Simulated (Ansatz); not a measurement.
# Ti3B4: what the fields show

```xyz
14
Lattice="3.0330 0.0000 0.0000 0.0000 3.2564 0.0000 0.0000 0.0000 13.7200" Properties=species:S:1:pos:R:3 pbc="T T T"
Ti    1.5165    0.0000    2.5414
Ti    0.0000    1.6282    9.4014
Ti    0.0000    1.6282    4.3186
Ti    1.5165    0.0000   11.1786
Ti    0.0000    0.0000    0.0000
Ti    1.5165    1.6282    6.8600
B     1.5165    0.0000    5.0523
B     0.0000    1.6282   11.9123
B     0.0000    1.6282    1.8077
B     1.5165    0.0000    8.6677
B     0.0000    0.0000    5.9775
B     1.5165    1.6282   12.8375
B     1.5165    1.6282    0.8825
B     0.0000    0.0000    7.7425
```

Space group Immm; a structure from a database of computed crystals, not necessarily the ambient phase; computed without spin polarisation.

All numbers below come from Ansatz 0.2.0, DFT r2SCAN, scalar-relativistic, plane waves, PAW.

The density is the valence pseudo-density of a PAW calculation; it isn't the true density close to the nuclei.

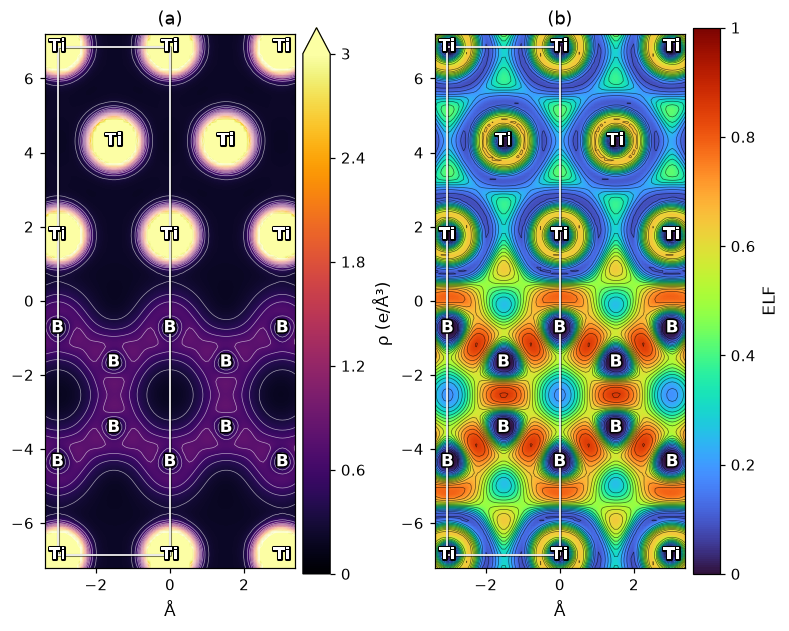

Figure 1. (a) valence pseudo-density; (b) electron localisation function on the (010) plane of the conventional cell.

What do the fields say about this system?

Answer. The plane passes through Ti and B nuclei.
B–B (1.78 Å): ρ is about 0.78 e/Å³ halfway; the ELF peaks at about 0.85 between the atoms.
Ti–B (2.51 Å): the density is about 0.3 e/Å³ at the midpoint; the ELF peaks at about 0.80 in the valence shell of B, 0.8 Å from its nucleus, and is about 0.35 at the midpoint.
Between the atoms the lowest density in this plane is 0.17 e/Å³.
The features right at Ti lie inside the PAW spheres, where the map follows smoothed inner orbitals and isn't to be read closely.

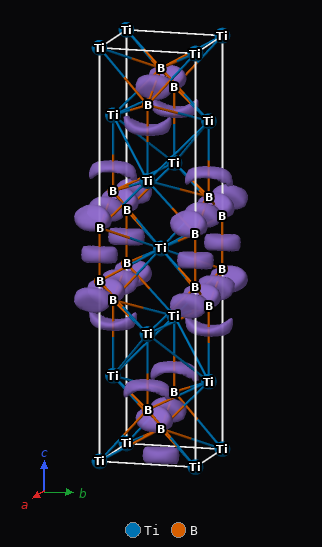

Figure 2. Isosurface of the electron localisation function at 0.75 (purple), seen slightly off an axis. Only the valence region is drawn (cores and ρ < 0.01 e/Å³ removed). Sticks mark near contacts.

Where are the electrons localised?

Answer. At this value the surface marks out ten regions between bonded B–B atoms and four lobes of the valence shell of B pointing towards Ti (polar bonds), counted in one cell of 14 atoms. Any copies at cell faces, edges or corners count once. Profiles from the grid: B–B (1.76 Å): the ELF peaks at about 0.85 between the atoms. Ti–B (2.32 Å): the ELF peaks at about 0.60 in the valence shell of B, 0.8 Å from its nucleus, and is about 0.20 at the midpoint.

How much charge does the calculation move between the atoms?

Answer. Electrons move from Ti towards B. Bader charges: Ti +1.31 to +1.55 and B −1.24 to −0.85 e.

Metal or insulator at this level of theory?

Answer. It is gapless in this calculation (a metal or semimetal).
